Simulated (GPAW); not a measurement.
# Near-edge structure at the Si K edge of SiC (Moissanite 3C, F-43m), part 2 of 4

How does the Si K edge of SiC (Moissanite 3C, F-43m) move when the bonds are compressed or stretched?

GPAW 26.7.0; X-ray absorption from dipole matrix elements to empty bands, plane-wave PAW PBE.

So far. Step 2 (The field without a hole): The mesh shows a gap of 1.34 eV, so the hole is first treated in a charged cell, without the excited electron.

**4. Spectrum with FCH, Si atom 1**

The holes are 6.2 Å apart. In GPAW the data set carries the hole's charge, so charge=0 means a charged cell and charge=-1 a neutral one. The excited electron is left out and a uniform background balances the charge. After the field has converged, empty bands are computed with the density fixed and the dipole matrix elements are summed.

The absorber has 4 C at 1.89 Å (tetrahedral, site symmetry -43m).

Input file xas.py:

```python
import numpy as np
from ase import Atoms
from ase.parallel import parprint, paropen
from gpaw import GPAW, PW, FermiDirac, Mixer, MixerDif, setup_paths
from gpaw.test import gen
setup_paths.insert(0, '.')
gen('Si', name='fch1s', xcname='PBE', corehole=(1, 0, 1), write_xml=True)
from gpaw.mpi import world
world.barrier()

atoms = Atoms('Si8C8',
    cell=[[0, 4.358, 4.358],
     [4.358, 0, 4.358],
     [4.358, 4.358, 0]],
    scaled_positions=[[0, 0, 0],
     [0, 0, 0.5],
     [0, 0.5, 0],
     [0.5, 0, 0],
     [0, 0.5, 0.5],
     [0.5, 0, 0.5],
     [0.5, 0.5, 0],
     [0.5, 0.5, 0.5],
     [0.375, 0.375, 0.375],
     [0.375, 0.375, 0.875],
     [0.375, 0.875, 0.375],
     [0.875, 0.375, 0.375],
     [0.375, 0.875, 0.875],
     [0.875, 0.375, 0.875],
     [0.875, 0.875, 0.375],
     [0.875, 0.875, 0.875]],
    pbc=True)
atoms.calc = calc = GPAW(legacy_gpaw=True, mode=PW(430, force_complex_dtype=True), xc='PBE', setups={0: 'fch1s'},
    kpts={'size': (4, 4, 4), 'gamma': True}, occupations=FermiDirac(0.02),
    charge=0, mixer=Mixer(0.1, 5, 50), maxiter=150,
    convergence={'density': 0.0001, 'eigenstates': 1e-6}, txt='scf.txt')
energy = atoms.get_potential_energy() + calc.get_reference_energy()
ef = calc.get_fermi_level()
out = dict(energy=energy, fermi=ef, forces=atoms.get_forces().tolist())
parprint(f'all-electron energy {energy:.4f} eV, Fermi level {ef:.4f} eV')
ev = np.array([[calc.get_eigenvalues(k, s) for k in range(len(calc.get_ibz_k_points()))] for s in range(calc.get_number_of_spins())])
out['homo'], out['lumo'], out['counts'] = ev[ev < ef].max(), ev[ev > ef].min(), sorted(set((ev < ef).sum((0, 2)).tolist()))
out['filled'] = (ev[:, 0] < ef).sum(1).tolist()

from ase.units import Ha
from gpaw.xas import dipole_matrix_elements
nb = int(calc.get_number_of_electrons() / 2) + 101
top, nb = nb, nb + 8 + nb // 12
nscf = calc.fixed_density(kpts={'size': (5, 5, 5), 'gamma': True}, nbands=nb,
    convergence={'bands': top, 'eigenstates': 5e-3}, maxiter=60, txt='nscf.txt')
cell = atoms.cell.array
ops = [cell.T @ U.T @ np.linalg.inv(cell.T) for U in nscf.wfs.kd.symmetry.op_scc]
filled = [32]  # bands filled in the ground state, by spin
E = np.arange(-6, 34, 0.1)
fwhm = np.interp(E, [4, 25], [0.9, 3.5])
Y, X, zero, highest = 0, 0, 1e9, 1e9
for spin in range(nscf.get_number_of_spins()):
    wfs = nscf.wfs
    mine = wfs.bd.get_slice()  # this rank's bands
    A = dipole_matrix_elements(wfs.setups[0])
    eps = np.zeros((wfs.kd.nibzkpts, nb))
    d = np.zeros((3, A.shape[1], wfs.kd.nibzkpts, nb), complex)
    for kpt in wfs.kpt_u:
        if kpt.s == spin and 0 in kpt.P_ani:
            eps[kpt.k, mine] = kpt.eps_n * Ha
            d[:, :, kpt.k, mine] = (kpt.weight * wfs.nspins / 2) ** 0.5 * np.inner(A, kpt.P_ani[0])
    world.sum(eps)
    world.sum(d)
    T = np.einsum('amkn,bmkn->abkn', d, d.conj()).real
    T = sum(np.einsum('ai,ijkn,bj->abkn', R, T, R) for R in ops) / len(ops)
    empty = np.ones_like(eps, bool) & (np.arange(nb) >= filled[spin])
    zero, highest = min(zero, eps[empty].min()), min(highest, eps[:, top - 1].min())
    lines = [(eps, T, empty)] if spin == 0 else lines + [(eps, T, empty)]
for eps, T, empty in lines:
    f = np.einsum('aakn->akn', T).reshape(3, -1)
    x = eps.ravel() - zero
    w = np.interp(x, E, fwhm) / 2.35482
    g = np.exp(-0.5 * ((E[:, None] - x) / w) ** 2) / (w * (2 * np.pi) ** 0.5)
    Y = Y + (f * empty.ravel()) @ g.T
    X = X + (f * ~empty.ravel()) @ g.T
out.update(E=E.round(2).tolist(), xas=Y.tolist(), xes=X.tolist(), zero=zero, valid=highest - zero, nk=len(eps), nb=nb)
for i in range(0, len(E), 10):
    parprint(f'{E[i]:7.2f}', *(f'{v:10.3e}' for v in Y[:, i]))
import json
with paropen('out.json', 'w') as f:
    json.dump(out, f)
```

On the command line:

```
$ OMP_NUM_THREADS=1 mpirun -n 4 gpaw python xas.py
```

Numbers of over 12 decimals in the logs are rounded to 6 here.

Log:

```text
Input parameters:
  convergence: {density: 0.0001,
                eigenstates: 1e-06}
  kpts: {gamma: True,
         size: (4, 4, 4)}
  maxiter: 150
  mixer: {backend: pulay,
          beta: 0.1,
          method: separate,
          nmaxold: 5,
          weight: 50}
  mode: {ecut: 430.0,
         force_complex_dtype: True,
         name: pw}
  occupations: {fixmagmom: False,
                name: fermi-dirac,
                width: 0.02}
  setups: {0: fch1s}
  xc: PBE

Initialize ...

[... PAW data sets ...]

Reference energy: -69450.371380  # eV

Spin-paired calculation

[... convergence settings ...]
Symmetries present (total): 24
  [... symmetry matrices ...]

64 k-points: 4 x 4 x 4 Monkhorst-Pack grid + [1/8,1/8,1/8]
8 k-points in the irreducible part of the Brillouin zone
       k-points in crystal coordinates                weights
   0:     0.00000000    0.00000000    0.00000000          1/64
   1:     0.25000000    0.25000000    0.00000000          6/64
   2:     0.25000000    0.25000000    0.25000000          8/64
   3:     0.50000000    0.25000000   -0.25000000          6/64
   4:     0.50000000    0.25000000    0.25000000         12/64
   5:     0.50000000    0.50000000    0.00000000          3/64
   6:     0.50000000    0.50000000    0.25000000         24/64
   7:     0.50000000    0.50000000    0.50000000          4/64

Wave functions: Plane wave expansion
  Cutoff energy: 430.000 eV
  Number of coefficients (min, max): 3316, 3383
  Pulay-stress correction: 0.000000 eV/Ang^3 (de/decut=0.000000)
  Using FFTW library
  Wavefunction extrapolation:
    Improved wavefunction reuse through dual PAW basis

Occupation numbers: Fermi-Dirac:
  width: 0.0200  # eV

Eigensolver
   Davidson(niter=2)

Densities:
  Coarse grid: 30*30*30 grid
  Fine grid: 60*60*60 grid
  Total Charge: 1.000000

Density mixing:
  Method: separate
  Backend: pulay
  Linear mixing parameter: 0.1
  old densities: 5
  Width of damping distribution: 1.1
  Damping of long wavelength oscillations: 50

[... Hamiltonian set-up ...]
Number of atoms: 16
Number of atomic orbitals: 64
Number of bands in calculation: 43
Number of valence electrons: 64
Bands to converge: occupied

... initialized

Initializing position-dependent things.

Density initialized from atomic densities
Creating initial wave functions:
  43 bands from LCAO basis set

                               C
                        C
                         C

                   C         C
                       C
                     Si C
              Si C
               Si
         Si        Si

             Si
              Si
       Si

Atomic positions and initial magnetic moments

Positions:
   0 Si     0.000000    0.000000    0.000000    ( 0.0000,  0.0000,  0.0000)
   1 Si     2.179000    2.179000    0.000000    ( 0.0000,  0.0000,  0.0000)
   2 Si     2.179000    0.000000    2.179000    ( 0.0000,  0.0000,  0.0000)
   3 Si     0.000000    2.179000    2.179000    ( 0.0000,  0.0000,  0.0000)
   4 Si     4.358000    2.179000    2.179000    ( 0.0000,  0.0000,  0.0000)
   5 Si     2.179000    4.358000    2.179000    ( 0.0000,  0.0000,  0.0000)
   6 Si     2.179000    2.179000    4.358000    ( 0.0000,  0.0000,  0.0000)
[...]
13 C      5.447500    7.626500    5.447500    ( 0.0000,  0.0000,  0.0000)
  14 C      5.447500    5.447500    7.626500    ( 0.0000,  0.0000,  0.0000)
  15 C      7.626500    7.626500    7.626500    ( 0.0000,  0.0000,  0.0000)

Unit cell:
           periodic     x           y           z      points  spacing
  1. axis:    yes    0.000000    4.358000    4.358000    30     0.1677
  2. axis:    yes    4.358000    0.000000    4.358000    30     0.1677
  3. axis:    yes    4.358000    4.358000    0.000000    30     0.1677

  Lengths:   6.163143   6.163143   6.163143
  Angles:   60.000000  60.000000  60.000000

Effective grid spacing dv^(1/3) = 0.1830

iter:   1  -150.015608
iter:   2  -144.800988   -1.47  -0.58
iter:   3  -137.838001   -0.53  -0.67
iter:   4  -137.836425   -2.46  -1.16
iter:   5  -137.965712   -2.32  -1.33
iter:   6  -138.145994   -1.78  -1.86
iter:   7  -137.917092   -2.10  -1.55
iter:   8  -137.920009   -3.56  -2.40
iter:   9  -137.921704c  -3.11  -2.34
iter:  10  -137.914446c  -3.50  -2.29
iter:  11  -137.914738c  -4.79  -2.99
iter:  12  -137.914056c  -4.66  -2.80
iter:  13  -137.914051c  -6.35c -3.57
iter:  14  -137.914052c  -7.30c -3.70
iter:  15  -137.914055c  -6.68c -3.78
iter:  16  -137.914054c  -7.04c -4.13c

Converged after 16 iterations.

Dipole moment: (11.121082, 11.121082, 11.121082) |e|*Ang

Energy contributions relative to reference atoms: (reference = -69450.371380)

Kinetic:        +97.989834
Potential:     -101.605218
External:        +0.000000
XC:            -133.367936
Entropy (-ST):   -0.000000
Local:           -0.930734
SIC:             +0.000000
--------------------------
Free energy:   -137.914054
Extrapolated:  -137.914054

Showing only first 2 kpts
 Kpt  Band  Eigenvalues  Occupancy
  0    30      8.35388    2.00000
  0    31      8.35395    2.00000
  0    32      9.56681    0.00000
  0    33      9.56681    0.00000

  1    30      7.72553    2.00000
  1    31      7.72557    2.00000
  1    32     10.19079    0.00000
[...]
Fermi level: 8.98988

Gap: 1.213 eV
Transition (v -> c):
  (s=0, k=0, n=31, [0.00, 0.00, 0.00]) -> (s=0, k=0, n=32, [0.00, 0.00, 0.00])
No difference between direct/indirect transitions

Forces in eV/Ang:
  0 Si   -0.00000    0.00000   -0.00000
  1 Si   -0.00000    0.00000    1.18428
  2 Si    0.00000    1.18428    0.00000
  3 Si    1.18428   -0.00000   -0.00000
  4 Si   -1.18428    0.00000   -0.00000
  5 Si   -0.00000   -1.18428   -0.00000
  6 Si    0.00000   -0.00000   -1.18428
[...]
13 C    -0.54438    0.54438   -0.54438
 14 C    -0.54438   -0.54438    0.54438
 15 C     0.54438    0.54438    0.54438
Scalar-relativistic atomic PBE calculation for Si (Silicon, Z=14)
Core hole in 1s state (1s occupation: 1.0)
450 radial gridpoints.
|------------------------------------------------|
|------------------------------------------------|
[... the atom generator's iteration count ...]

Energy contributions:
-------------------------
Kinetic:     +221.745190
XC:           -16.785200
Potential:   -426.372331
-------------------------
Total:       -221.412342

state      eigenvalue         ekin         rmax
-----------------------------------------------
1s^1.0 :   -71.206846    96.114624        0.072
2s^2.0 :    -6.491723    14.943914        0.433
2p^6.0 :    -4.995075    14.633345        0.356
3s^2.0 :    -0.832019     2.235437        1.584
3p^2.0 :    -0.528006     1.735896        1.752
-----------------------------------------------
(units: Bohr and Hartree)

Generating PAW setup
Kinetic energy of the core from tauc = 214.240136
Cutoffs:
rc(s)=2.000
rc(p)=2.000
rc(d)=2.000
rc(vbar)=1.800
rc(comp)=2.000
rc(nct)=2.000

Kinetic energy of the core states: 213.802523
Charge: 1.0
Core electrons: 9.0
Valence electrons: 4.0
Pseudo-core charge: 0.074419
Shape function alpha=2.500
Pseudo-electron charge 4.463919
state    eigenvalue         norm
--------------------------------
3s(2) :    -0.832019     1.189601
*s    :     0.167981
3p(2) :    -0.528006     1.005149
*p    :     0.471994
*d    :     0.000000
--------------------------------

Diagonalizing with gridspacing h=0.050

state   all-electron     PAW
-------------------------------
3s:      -0.832019    -0.832268
3p:      -0.528006    -0.528057
*d:                   -0.145245
*f:                   -0.019937
-------------------------------
all-electron energy -69588.2854 eV, Fermi level 8.9899 eV
[...]
31.00  3.790e-06  3.790e-06  3.790e-06
  32.00  3.537e-06  3.537e-06  3.537e-06
  33.00  3.010e-06  3.010e-06  3.010e-06
```

Elapsed: 42 s, on 4 MPI ranks of Arm Neoverse V1, shared host; peak memory 0.27 GiB.

The Si K spectrum, Si atom 1, full core hole (charged cell) (energy from the lowest empty level; intensity scaled to a mean of 1 over the first 20 eV):

```
E (eV)  intensity
  -2.0       0.00
  -0.5       0.01
   1.0       0.40
   2.5       1.02
   4.0       1.78
   5.5       2.80
   7.0       1.04
   8.5       0.82
  10.0       0.72
  11.5       0.78
  13.0       0.41
  14.5       0.42
  16.0       0.46
  17.5       1.18
  19.0       1.82
  20.5       1.05
  22.0       0.53
  23.5       0.43
  25.0       0.47
  26.5       0.55
```

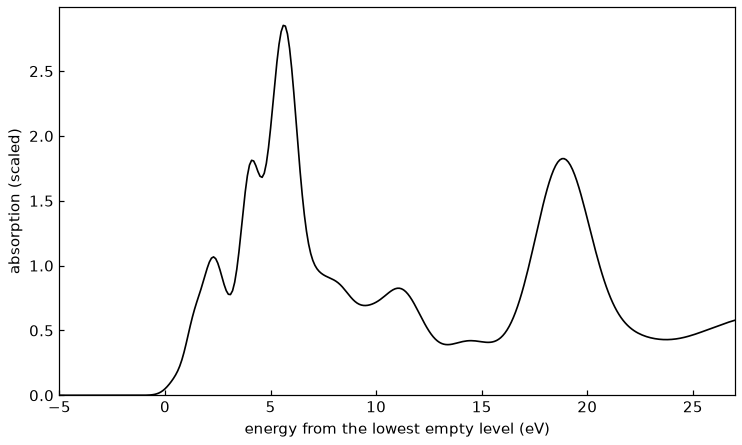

The Si K edge, Si atom 1, full core hole (charged cell): main maxima at 4.1, 5.6 and 18.9 eV.

Main maxima below 24 eV (height): 2.3 eV (1.07), 4.1 eV (1.81), 5.6 eV (2.85), 11.1 eV (0.83) and 18.9 eV (1.82). A K edge sees empty p states on the absorber.

The hole costs E(hole) − E(ground) = 1842.93 eV, and the lowest empty level of the hole cell on the spectrum's mesh lies at 9.57 eV, which puts the zero at 1852.49 eV. One term is added: -14.97 eV, since the hole is spin-paired here and a spin-polarised one costs that much less in the free atom (computed apart). The photon energy is then 1837.52 eV. The tabulated edge of the element is 1839 eV. The functional and the charged cell's background leave an error of a few eV in such absolute values.

**5. Supercell without a hole, the energy reference**

The cell changes for the next run, so it gets a reference energy of its own.

The cell differs from the one that the last finished run ended in (a 6.163 → 6.037 Å, b 6.163 → 6.037 Å, c 6.163 → 6.037 Å).

Input file scf.py:

```python
import numpy as np
from ase import Atoms
from ase.parallel import parprint, paropen
from gpaw import GPAW, PW, FermiDirac, Mixer, MixerDif, setup_paths
from gpaw.test import gen
setup_paths.insert(0, '.')
gen('Si', name='nch1s', xcname='PBE', corehole=(1, 0, 0), write_xml=True)
from gpaw.mpi import world
world.barrier()

atoms = Atoms('Si8C8',
    cell=[[0, 4.26903626, 4.26903626],
     [4.26903626, 0, 4.26903626],
     [4.26903626, 4.26903626, 0]],
    scaled_positions=[[0, 0, 0],
     [0, 0, 0.5],
     [0, 0.5, 0],
     [0.5, 0, 0],
     [0, 0.5, 0.5],
     [0.5, 0, 0.5],
     [0.5, 0.5, 0],
     [0.5, 0.5, 0.5],
     [0.375, 0.375, 0.375],
     [0.375, 0.375, 0.875],
     [0.375, 0.875, 0.375],
     [0.875, 0.375, 0.375],
     [0.375, 0.875, 0.875],
     [0.875, 0.375, 0.875],
     [0.875, 0.875, 0.375],
     [0.875, 0.875, 0.875]],
    pbc=True)
atoms.calc = calc = GPAW(legacy_gpaw=True, mode=PW(430, force_complex_dtype=True), xc='PBE', setups={0: 'nch1s'},
    kpts={'size': (4, 4, 4), 'gamma': True}, occupations=FermiDirac(0.02),
    charge=0, mixer=Mixer(0.1, 5, 50), maxiter=150,
    convergence={'density': 0.0001, 'eigenstates': 1e-6}, txt='scf.txt')
energy = atoms.get_potential_energy() + calc.get_reference_energy()
ef = calc.get_fermi_level()
out = dict(energy=energy, fermi=ef, forces=atoms.get_forces().tolist())
parprint(f'all-electron energy {energy:.4f} eV, Fermi level {ef:.4f} eV')
ev = np.array([[calc.get_eigenvalues(k, s) for k in range(len(calc.get_ibz_k_points()))] for s in range(calc.get_number_of_spins())])
out['homo'], out['lumo'], out['counts'] = ev[ev < ef].max(), ev[ev > ef].min(), sorted(set((ev < ef).sum((0, 2)).tolist()))
out['filled'] = (ev[:, 0] < ef).sum(1).tolist()
import json
with paropen('out.json', 'w') as f:
    json.dump(out, f)
```

On the command line:

```
$ OMP_NUM_THREADS=1 mpirun -n 4 gpaw python scf.py
```

Log:

```text
Input parameters:
  convergence: {density: 0.0001,
                eigenstates: 1e-06}
  kpts: {gamma: True,
         size: (4, 4, 4)}
  maxiter: 150
  mixer: {backend: pulay,
          beta: 0.1,
          method: separate,
          nmaxold: 5,
          weight: 50}
  mode: {ecut: 430.0,
         force_complex_dtype: True,
         name: pw}
  occupations: {fixmagmom: False,
                name: fermi-dirac,
[...]
--------------------------------
3s(2) :    -0.397334     1.109262
*s    :     0.602666
3p(2) :    -0.149969     1.005769
*p    :     0.850031
*d    :     0.000000
--------------------------------

Diagonalizing with gridspacing h=0.050

state   all-electron     PAW
-------------------------------
3s:      -0.397334    -0.397486
3p:      -0.149969    -0.150100
*d:                    0.031888
*f:                    0.068154
-------------------------------
all-electron energy -71430.4338 eV, Fermi level 9.6018 eV
[key lines of the parts left out:]
Converged after 15 iterations.
Dipole moment: (10.762840, 10.762840, 10.762840) |e|*Ang
Free energy:   -118.654671
Fermi level: 9.60183
```

It took 14 s on 4 MPI ranks; peak memory 0.25 GiB; 57 s of CPU time.

Reference energy: -71430.434 eV with the cores included.

**6. Spectrum with FCH, Si atom 1**

Shorter bonds are expected to push antibonding states and scattering resonances up, and longer ones down; the cell is scaled to test that.

Changed against the first core-hole run: volume scale from 1 to 0.94.

xas.py, as its differences from that of step 4:

```diff
@@ -11,5 +11,5 @@
 atoms = Atoms('Si8C8',
-    cell=[[0, 4.358, 4.358],
-     [4.358, 0, 4.358],
-     [4.358, 4.358, 0]],
+    cell=[[0, 4.26903626, 4.26903626],
+     [4.26903626, 0, 4.26903626],
+     [4.26903626, 4.26903626, 0]],
     scaled_positions=[[0, 0, 0],
@@ -45,3 +45,3 @@
 from gpaw.xas import dipole_matrix_elements
-nb = int(calc.get_number_of_electrons() / 2) + 101
+nb = int(calc.get_number_of_electrons() / 2) + 95
 top, nb = nb, nb + 8 + nb // 12
```

On the command line:

```
$ OMP_NUM_THREADS=1 mpirun -n 4 gpaw python xas.py
```

Log:

```text
Input parameters:
  convergence: {density: 0.0001,
                eigenstates: 1e-06}
  kpts: {gamma: True,
         size: (4, 4, 4)}
  maxiter: 150
  mixer: {backend: pulay,
          beta: 0.1,
          method: separate,
          nmaxold: 5,
          weight: 50}
  mode: {ecut: 430.0,
         force_complex_dtype: True,
         name: pw}
  occupations: {fixmagmom: False,
                name: fermi-dirac,
[...]
*p    :     0.471994
*d    :     0.000000
--------------------------------

Diagonalizing with gridspacing h=0.050

state   all-electron     PAW
-------------------------------
3s:      -0.832019    -0.832268
3p:      -0.528006    -0.528057
*d:                   -0.145245
*f:                   -0.019937
-------------------------------
all-electron energy -69588.4266 eV, Fermi level 9.7041 eV
[...]
32.00  3.662e-06  3.662e-06  3.662e-06
  33.00  3.316e-06  3.316e-06  3.316e-06
[key lines of the parts left out:]
Converged after 18 iterations.
Dipole moment: (11.286693, 11.286693, 11.286693) |e|*Ang
Free energy:   -138.055177
Fermi level: 9.70408
```

It took 40 s on 4 MPI ranks; peak memory 0.27 GiB.

```
E (eV)  first run  this run
  -2.0       0.00      0.00
  -1.0       0.00      0.00
   0.0       0.05      0.04
   1.0       0.40      0.29
   2.0       0.98      0.80
   3.0       0.78      0.86
   4.0       1.78      1.40
   5.0       2.06      1.75
   6.0       2.52      2.91
   7.0       1.04      1.70
   8.0       0.89      1.00
   9.0       0.72      0.88
  10.0       0.72      0.73
  11.0       0.83      0.83
  12.0       0.64      0.90
  13.0       0.41      0.63
  14.0       0.41      0.45
  15.0       0.41      0.44
  16.0       0.46      0.40
  17.0       0.85      0.46
  18.0       1.53      0.87
  19.0       1.82      1.58
  20.0       1.36      1.98
  21.0       0.79      1.64
  22.0       0.53      1.04
  23.0       0.44      0.69
  24.0       0.43      0.55
  25.0       0.47      0.52
  26.0       0.52      0.54
  27.0       0.58      0.59
```

Against the first run the r.m.s. difference is 34 %. A shift of +0.6 eV leaves 18 %. The highest intensity below 16 eV goes from 5.6 eV (2.85) to 6.1 eV (2.94).

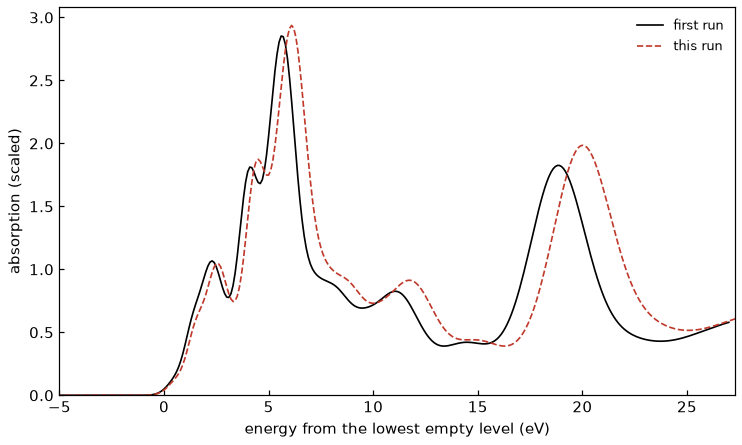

The effect of the change (volume scale from 1 to 0.94).

The photon energy of the zero moves by -0.25 eV.

**7. Reference energy of the supercell**

The cell changes for the next run, so it gets a reference energy of its own.

The cell differs from the one that the last finished run ended in (a 6.037 → 6.101 Å, b 6.037 → 6.101 Å, c 6.037 → 6.101 Å).

scf.py, as its differences from that of step 5:

```diff
@@ -11,5 +11,5 @@
 atoms = Atoms('Si8C8',
-    cell=[[0, 4.26903626, 4.26903626],
-     [4.26903626, 0, 4.26903626],
-     [4.26903626, 4.26903626, 0]],
+    cell=[[0, 4.31397679, 4.31397679],
+     [4.31397679, 0, 4.31397679],
+     [4.31397679, 4.31397679, 0]],
     scaled_positions=[[0, 0, 0],
```

On the command line:

```
$ OMP_NUM_THREADS=1 mpirun -n 4 gpaw python scf.py
```

Log:

```text
Input parameters:
  convergence: {density: 0.0001,
                eigenstates: 1e-06}
  kpts: {gamma: True,
         size: (4, 4, 4)}
  maxiter: 150
  mixer: {backend: pulay,
          beta: 0.1,
          method: separate,
          nmaxold: 5,
          weight: 50}
  mode: {ecut: 430.0,
         force_complex_dtype: True,
         name: pw}
  occupations: {fixmagmom: False,
                name: fermi-dirac,
[...]
--------------------------------
3s(2) :    -0.397334     1.109262
*s    :     0.602666
3p(2) :    -0.149969     1.005769
*p    :     0.850031
*d    :     0.000000
--------------------------------

Diagonalizing with gridspacing h=0.050

state   all-electron     PAW
-------------------------------
3s:      -0.397334    -0.397486
3p:      -0.149969    -0.150100
*d:                    0.031888
*f:                    0.068154
-------------------------------
all-electron energy -71430.9507 eV, Fermi level 9.2549 eV
[key lines of the parts left out:]
Converged after 15 iterations.
Dipole moment: (10.663080, 10.663080, 10.663080) |e|*Ang
Free energy:   -119.171530
Fermi level: 9.25489
```

The job ended after 15 s (4 MPI ranks; peak memory 0.25 GiB; 59 s of CPU time).

Reference energy: -71430.951 eV with the cores included.

(Continued in part 3 of 4.)

[Banner, clock and machine lines of the logs are left out without a mark of their own.]

[Logs are printed without paths, hosts, clocks, repeated set-up lines and the standing remarks that a program may print on its own settings, such as how far it seeks lower states.]

[Hosts, paths, dates, database ids (printed as entryN), source tags and the programs' standing remarks are cut or masked in the printed files.]

[Lists of maxima count a maximum above −3 eV only where it reaches 4 % of the highest in the window and stands out from its surroundings by 2 % of it (1.5 % where it reaches 55 %); shoulders and weaker maxima are passed over, and of the rest the first, up to two pre-edge ones and the few strongest are named.]
